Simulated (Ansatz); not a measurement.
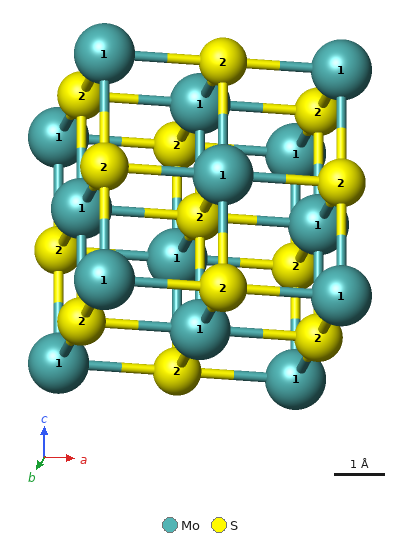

**Figure 1.** The input geometry (ball-and-stick view of the cell 4 times as large as that of the calculation, set on its symmetry axes, seen at an oblique angle; atoms are numbered from 1 in the order of the input). An atom can appear more than once, as a periodic image. Near neighbours in the periodic cell (some may lie outside the picture): Mo has 6 S at 2.45 Å; S has 6 Mo at 2.45 Å.

Single-point calculation, with input and output: MoS

The run: single-point calculation of MoS (2 atoms in the cell). Method and program: DFT r2SCAN, scalar-relativistic, plane waves, PAW, no spin polarisation (Ansatz 0.2.0).

The structure was built on a prototype by a generator; it need not be a known phase. It belongs to a series of runs on one base structure; here: no spin polarisation. Figures and captions count atoms from 1; the log counts them from 0 in places.

## The input
```yaml
crystal:
  lattice:
    - [0.0, 2.4478204267, 2.4478204267]
    - [2.4478204267, 0.0, 2.4478204267]
    - [2.4478204267, 2.4478204267, 0.0]
  atoms:
    - { symbol: Mo, position: [0.0, 0.0, 0.0] }
    - { symbol: S, position: [0.5, 0.5, 0.5] }
basis:
  ecutwfc: 500
kpoints:
  mp_grid: { grid: [14, 14, 14] }
hamiltonian:
  xc: r2scan
scf:
  occupations: { method: gaussian, width: 0.1 }
  lower_state_search: "off"
output:
  forces: true
  stress: true
  eigenvalues: true
```

Hardware: 1 thread of Intel Xeon @ 2.70GHz, 189 GiB of memory available, shared host.

Command:
```bash
ansatz run input.yaml --threads 1 --pin off --max-ram 2560MiB --backend cpu --events-out ev --progress --plain --runs-dir out
```

## Output
```
Engine: ansatz 0.2.0, x86_64-unknown-linux-gnu
Pseudopotentials: kind: paw
Pseudopotential: Mo, paw, valence charge 14, recommended cutoff 500 eV (meta_gga), Mo.paw.azcp
Pseudopotential: S, paw, valence charge 6, recommended cutoff 500 eV (meta_gga), S.paw.azcp
Functional definition: r2SCAN
  parameter k0 = 0.174
  parameter k1 = 0.065
  parameter a1 = 4.9479
  exchange = r2scan_x(k0 = k0, k1 = k1, a1 = a1)
  correlation = r2scan_c
Crystal: 2 atoms, lattice volume = 29.334 Å³
Basis set: ecut = 500 eV, 725 PW (Γ), exchange–correlation on 108×108×108 points (64 copies of the dense FFT grid, shifted against one another)
Bands: 14, of which v1, the nominal top of the filled ones, is band 10 counted from 1 (9 counted from 0)
Symmetry: 48 space group operations
Space group: Fm-3m (ITA 225), of the structure as read, at distance tolerance 3.1e-5 Å
k-points: 104 of 2744
Non-local potential: Mo, projectors of the file, l = 0: 3, l = 1: 2, l = 2: 2, l = 3: 1
Non-local potential: S, projectors of the file, l = 0: 2, l = 1: 2, l = 2: 2
PAW form: soft (Blöchl's): semilocal exchange-correlation on the pseudo side does not see the compensation charge
PAW frozen core: Mo, regenerated for the run's functional (the file was generated under x = pbe(κ = 0.804, μ = 0.2195149727645171), c = pbe(β = 0.06672455060314922))
PAW frozen core: S, regenerated for the run's functional (the file was generated under x = pbe(κ = 0.804, μ = 0.2195149727645171), c = pbe(β = 0.06672455060314922))
PAW one-centre angular grid: Mo, 590 points (default); XC on 160 Gauss nodes
PAW one-centre angular grid: S, 302 points (default); XC on 160 Gauss nodes
Initial density: superposition of atomic densities (neutral atoms: chi_scale 0, normalization atom), corrected by the library's trained network
Initial wavefunctions: pseudopotential atomic-orbital guess
Functional: x = r2scan, c = r2scan; τ floored in thin density (d = 2e-4 eV/Å³)
SCF iter   1: F=-5873.071968 eV  HF=-5873.039587 eV  |F-HF|=3.24e-2  |Δ(HF+E_count)|=         —  Δρ=8.12e-3  dr2=7.32e-3  dr2_τ=2.27e-2  ethr=1.77e-3  ⟨swp⟩=5.2  Hψ=8881  notcnv=0
preconditioner: auto → none  [metal: Δε(μ)=0.011 eV  Ē_g=9.199 eV  σ=0.100 eV  W_gap=0.06  n_scr=8 (ndim 8)  ℏωp=23.7 eV  f_vac=0.000  D(μ)=2.53/eV (n_scr^D=26)  sad-step TF]
SCF iter   2: F=-5873.076037 eV  HF=-5873.075114 eV  |F-HF|=9.23e-4  |Δ(HF+E_count)|=   3.55e-2  Δρ=5.15e-3  dr2=2.45e-3  dr2_τ=1.46e-4  ethr=3.66e-5  ⟨swp⟩=2.0  Hψ=3601  notcnv=0
SCF iter   3: F=-5873.076228 eV  HF=-5873.076429 eV  |F-HF|=2.01e-4  |Δ(HF+E_count)|=   1.31e-3  Δρ=1.07e-3  dr2=3.51e-4  dr2_τ=2.34e-5  ethr=1.22e-5  ⟨swp⟩=2.0  Hψ=2837  notcnv=0
SCF iter   4: F=-5873.076293 eV  HF=-5873.076329 eV  |F-HF|=3.64e-5  |Δ(HF+E_count)|=   9.96e-5  Δρ=4.48e-4  dr2=7.48e-5  dr2_τ=6.72e-6  ethr=1.75e-6  ⟨swp⟩=2.1  Hψ=2359  notcnv=0
SCF iter   5: F=-5873.076315 eV  HF=-5873.076325 eV  |F-HF|=9.55e-6  |Δ(HF+E_count)|=   4.87e-6  Δρ=2.74e-4  dr2=2.71e-5  dr2_τ=1.52e-6  ethr=3.74e-7  ⟨swp⟩=2.4  Hψ=2217  notcnv=0
SCF iter   6: F=-5873.076324 eV  HF=-5873.076325 eV  |F-HF|=1.39e-7  |Δ(HF+E_count)|=   8.06e-9  Δρ=8.68e-5  dr2=1.70e-6  dr2_τ=8.45e-8  ethr=1.36e-7  ⟨swp⟩=2.0  Hψ=2075  notcnv=0
SCF iter   7: F=-5873.076325 eV  HF=-5873.076325 eV  |F-HF|=1.36e-8  |Δ(HF+E_count)|=   1.86e-7  Δρ=1.27e-5  dr2=4.62e-8  dr2_τ=2.27e-9  ethr=5.00e-10  ⟨swp⟩=3.1  Hψ=6008  notcnv=0
SCF 1 converged in 7 iterations: F = -5873.076325 eV  dr2 = 4.62e-8
  greatest PAW one-centre occupation: 0.997 electrons in one spin orbital (limit 2), on the Mo atom at site 0 (counted from 0), in its partial waves of l = 0
```

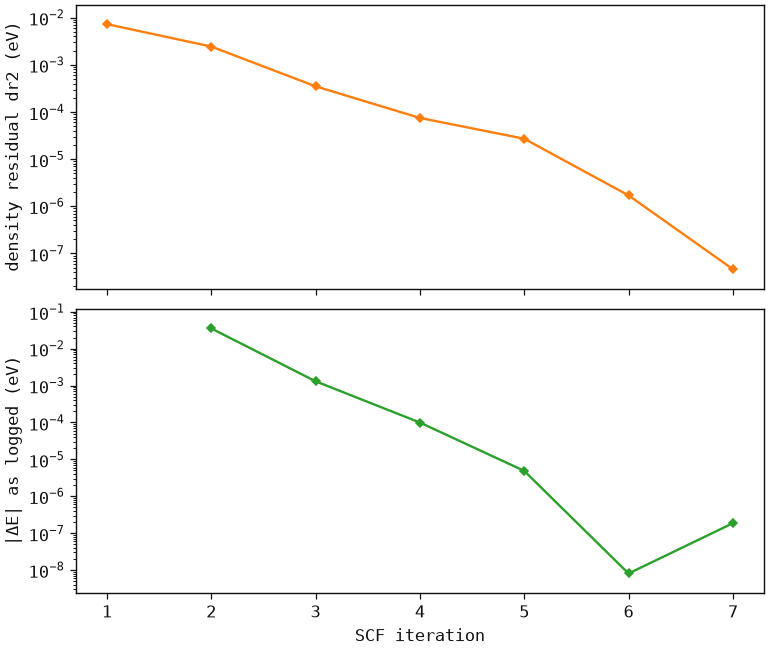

**Figure 2.** Convergence of the self-consistent field: density residual dr2 and size of the energy change against the SCF iteration. The residual falls at every step.

```
SCF converged after 7 iterations
Free energy (F): -5873.076325 eV
Harris-Foulkes:  -5873.076325 eV  (|F-HF|=1.36e-8)
Internal energy: -5873.063478 eV  (E = F + TS)
E sigma→0 (E₀):  -5873.069901 eV
Entropy (-TS):   -0.012847 eV (-6.423 meV/atom)
Fermi energy:    17.574969 eV
--- Per-component energies (eV) ---
  E_band       = -73.883626
  E_kinetic    = 555.456573
  E_local      = -1016.070642  (includes V_loc(G=0)·N_el)
  E_nonlocal   = 173.043778
  E_hartree    = 348.180417
  E_xc         = -271.785228
  E_vxc        = -352.654236  (∫ρ·V_xc dr)
  E_paw        = -3827.992864  (= ΣΔE_a)
  E_vpaw       = -151.271039  (= ΣTr[D̂ρ^β])
  E_aug_tail   = 0.000005  (compensation charges beyond the density's cutoff)
  E_vtau       = 21.252742  (kinetic-family band-sum trace: ∫τ·v_τ [+ j·A + Jᵃ·Aᵃ] dr)
  E_ewald      = -1833.564547
  E_core_change = -0.330970  (= ΣΔE_core)
  E_smearing   = -0.012847  (= −TS)
  E_closure    = 0.000000  (closes the sum)
  Σ components = -5873.076325   (vs F -5873.076325, Δ=0.00e0)
--- Forces (eV/Å), atoms counted from 1 ---
  atom   1  Mo    -0.00000000     0.00000000     0.00000000
  atom   2  S      0.00000000    -0.00000000    -0.00000000
  max |Σ_I F_I| component: 1.77e-30 eV/Å
--- Stress (GPa, compression-positive) ---
        5.994410      -0.000000       0.000000
       -0.000000       5.994410       0.000000
       -0.000000      -0.000000       5.994410
  P = ⅓ Tr σ = 5.9944 GPa (59.944 kbar)
--- Band table (eV; the first three rows and the last of 104) ---
  k-point 0: bands = ["-45.8766", "-19.2277", "-19.2277", "-19.2277", "0.1555", "14.2860", "14.2860", "14.2860", "14.9269", "14.9269", "14.9269", "15.4177", "15.4177", "22.0935"]
  k-point 1: bands = ["-45.8755", "-19.2411", "-19.2290", "-19.2290", "0.2378", "13.5676", "13.6271", "13.6271", "15.0680", "15.0680", "15.3906", "16.1511", "16.1511", "22.4122"]
  k-point 2: bands = ["-45.8724", "-19.2783", "-19.2327", "-19.2327", "0.4767", "12.4464", "12.7577", "12.7577", "15.3471", "15.3471", "15.8762", "17.3762", "17.3762", "23.1938"]
  k-point 103: bands = ["-45.8477", "-19.3947", "-19.3660", "-19.3235", "1.8404", "10.6257", "10.6621", "10.9215", "16.3031", "17.3289", "18.3606", "18.3617", "19.0903", "25.6693"]
```

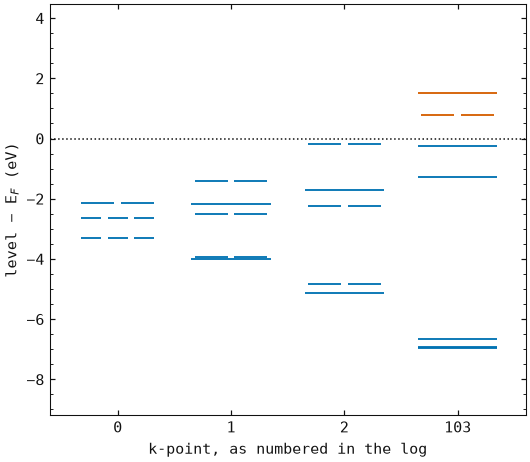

**Figure 3.** Kohn–Sham levels near the Fermi level (dotted) at the few k-points that the log prints; levels within 0.02 eV of each other stand side by side. The system is metallic on the full mesh.

## Results in brief

```json
{"quantity": "outcome", "value": "converged"}
{"quantity": "space group (tolerance 0.01 Å)", "value": "Fm-3m (225)"}
{"quantity": "electrons treated", "value": "20"}
{"quantity": "free energy", "value": "−5873.0763 eV"}
{"quantity": "Fermi energy", "value": "17.575 eV"}
{"quantity": "gap on the k-point mesh", "value": "none (metallic)"}
{"quantity": "pressure", "value": "5.99 GPa"}
{"quantity": "largest force (length of the vector)", "value": "under 0.001 eV/Å"}
{"quantity": "wall time", "value": "6.2 s"}
{"quantity": "peak memory", "value": "0.44 GiB"}
```

The cell is under a pressure of 6.0 GPa at this level, so it is not at its equilibrium volume.
